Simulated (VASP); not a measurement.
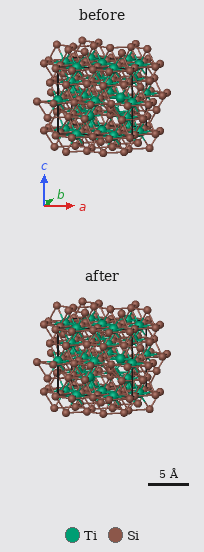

The structure of a defect cell of composition Ti$_{16}$Si$_{31}$ before (top) and after (bottom) a relaxation, at one scale.

Style: ball-and-stick. Shown: the cell of the calculation, slightly off an axis.

The run lets the atoms move in a fixed cell.

Method: Kohn-Sham DFT of a periodic cell, PBE, VASP PAW PBE potentials, recommended (VASP 6.6.1).

The input:
```
SYSTEM = Ti16Si31
PREC = Accurate
ENCUT = 520
EDIFF = 1E-6
ISMEAR = 1
SIGMA = 0.1
LREAL = .False.
LASPH = .True.
NELM = 80
ALGO = Normal
ISIF = 2
LWAVE = .False.
LCHARG = .False.
GGA = PE
IBRION = 2
NSW = 60
EDIFFG = -0.01
```

Command:
```bash
cat potpaw_PBE.64/Ti_sv/POTCAR potpaw_PBE.64/Si/POTCAR > POTCAR
mpirun -np 8 vasp_std > vasp.out
```

Question: Summarise the run.

Answer: The energy falls by 0.480 eV per cell of the calculation in 15 geometry steps. The largest force component goes from 1.6 to 0.0044 eV/Å. The largest moves, 0.12 Å, are those of Ti atoms. By element the largest moves are Ti 0.12 Å, Si 0.10 Å. The cell doesn't change. Near-neighbour distances that change, for instance: Si–Ti 2.323 → 2.441 Å, Si–Si 2.751 → 2.646 Å, Ti–Ti 3.194 → 3.092 Å, Si–Ti 2.743 → 2.830 Å.

Limits of the set-up: the periodic images lie only 8.2 Å apart, so the values are limited by the cell's size.
